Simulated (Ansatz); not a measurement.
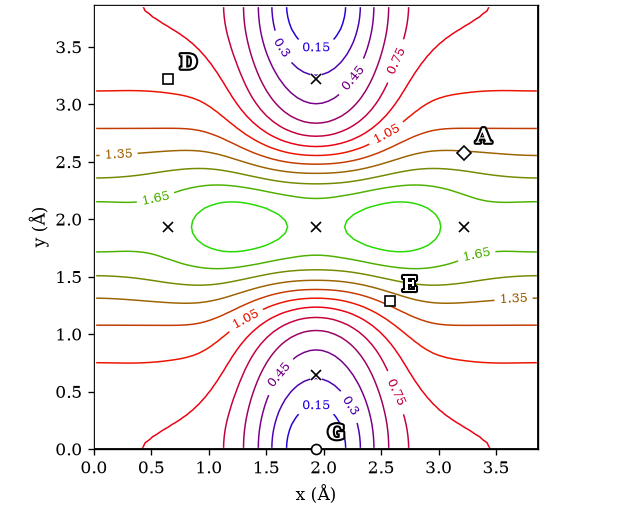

S on a Si(100) slab cut from the Fd-3m phase, its upper half relaxed before the scan (4 atoms of substrate and one adsorbate in a 1 × 1 cell). S is moved over the surface cell; relaxed at each place: the height of the adsorbate's atoms; substrate rigid; the origin of the map has the adsorbate above Si4. Places are given modulo a cell vector. The map is drawn in real space over the plane of the surface. The grid has 6 × 6 points; 13 points were computed and 18 follow by symmetry. At 5 points there is no value. Energies are in eV, from the lowest grid point. With one adsorbate in each 1 × 1 cell, its nearest image is 3.9 Å away, so neighbouring adsorbates interact. These are results of Ansatz, DFT PBE, scalar-relativistic, plane waves, PAW, not measurements. Settings: cutoff 420 eV, k-mesh 7×7×1, gaussian smearing 0.05 eV, spin-polarised.

Drawn: contour lines labelled in eV, crosses at grid points without a value, the outline of one cell of the plane, lettered points. Between grid points the surface is interpolated.

> What kind of point is each of A, D, E, G: minimum, saddle, maximum or slope?

A: on a slope; D: on a slope; E: on a slope; G: minimum. (In these two coordinates alone; a stationary point may lie a little off the grid point.)

> Rank the lettered points by energy, lowest first.

G (0.00 eV), D (1.01 eV), E (1.25 eV), A (1.36 eV).

PAW datasets: the set soft_1.
